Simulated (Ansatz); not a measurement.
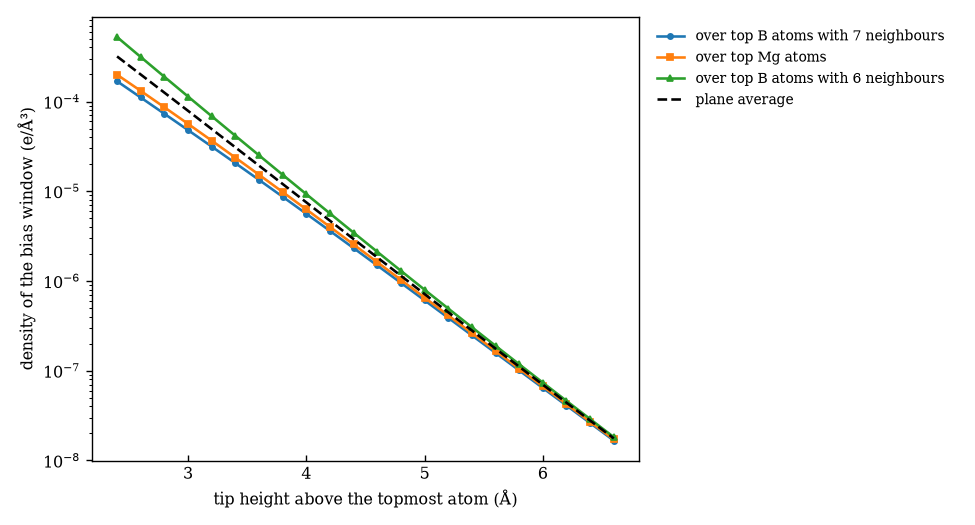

Approach curves over MgB2(101) (P6/mmm bulk, 6 atomic planes (those closer than 0.6 Å count as one), 11 Å, B2Mg-terminated) at a sample bias of −0.50 V.

The STM signal is simulated in the Tersoff–Hamann approximation. Bias windows are sharp sums over the levels of the k mesh.

These are results of DFT PBE, scalar-relativistic, plane waves, PAW in Ansatz, not measurements. Cutoff 420 eV, 17 × 11 k-points, Gaussian smearing 0.1 eV, dipole correction. The slab is a cut without reconstruction beyond its cell, at the source's lattice constants, with its lower half held fixed and the rest relaxed. No spin polarisation. The run couldn't confirm all of its levels under its output density. The run warns that the functional's potential is rough in the thin density of the vacuum, where the tip is; weak contrasts and barriers may feel it.

```
CELL_PARAMETERS angstrom
3.08500 0.00000 0.00000
-1.54250 4.42148 0.00000
0.00000 0.00000 31.35351
ATOMIC_POSITIONS crystal
B 0.40213 0.80427 0.31894
Mg 0.68256 0.36512 0.33026
B 0.96299 0.92597 0.34158
B 0.08469 0.16939 0.38684
Mg 0.36512 0.73024 0.39816
B 0.64555 0.29110 0.40947
B 0.76726 0.53451 0.45474
Mg 0.04768 0.09536 0.46605
B 0.32811 0.65622 0.47737
B 0.44839 0.89654 0.52263
Mg 0.72798 0.45568 0.53351
B 0.00797 0.01556 0.54532
B 0.12974 0.25870 0.59213
Mg 0.40766 0.81475 0.59974
B 0.68183 0.36273 0.61298
B 0.80242 0.60199 0.66542
Mg 0.07792 0.15338 0.67039
B 0.34946 0.69626 0.67612
```

Q: Estimate the decay constant and the apparent barrier, and compare with the vacuum level, which the run puts 3.57 eV above zero bias.

A: Near 4 Å the plane average falls as exp(−2.36 z/Å), a factor of 11 per ångström, which gives an apparent barrier of 5.3 eV (0.952 eV Å² times the slope squared). The apparent barrier is well above 3.57 eV. At 4 Å the 0.25 eV of states nearest the highest filled state carry 64 % of the density. The value exceeds even the 4.07 eV between the vacuum level and the deepest states of the window, so their depth alone doesn't explain it. States away from the zone centre decay faster, since their momentum along the surface adds to the barrier, and that may account for the rest.
